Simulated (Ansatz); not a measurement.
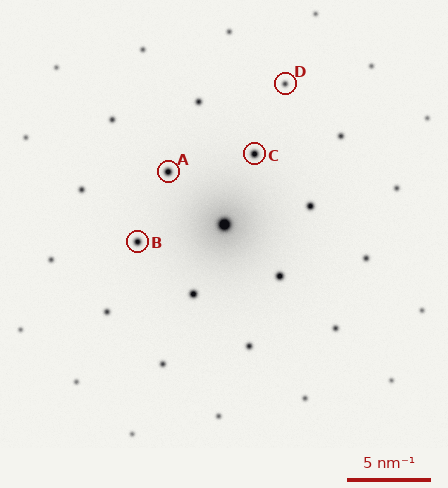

Simulated selected-area electron diffraction pattern (200 kV, kinematic approximation, thin crystal, B = 0.5 Å² for all atoms). The zone axis points towards the electron source and the pattern is seen from the source side.

The sample is Ru, space group Fm-3m (No. 225), a = 3.76 Å. Structure: the input geometry of an electronic-structure calculation (not necessarily at equilibrium); the starting structure was generated, so it need not be a known form of this composition.

| atom | site | symmetry | x | y | z |
| --- | --- | --- | --- | --- | --- |
| Ru | 4a | m-3m | 0.0000 | 0.0000 | 0.0000 |

Spot A is indexed -1 1 1 and spot B 0 0 2.

Question: Give hkl for C, D.

Answer: C = A − B = -1 1 -1 (d = 2.172 Å). D = 2A − 2B = -2 2 -2 (d = 1.086 Å).

Question: Which zone axis is this?

Answer: The cross product of A and B is parallel to [110]; every spot obeys hu + kv + lw = 0.
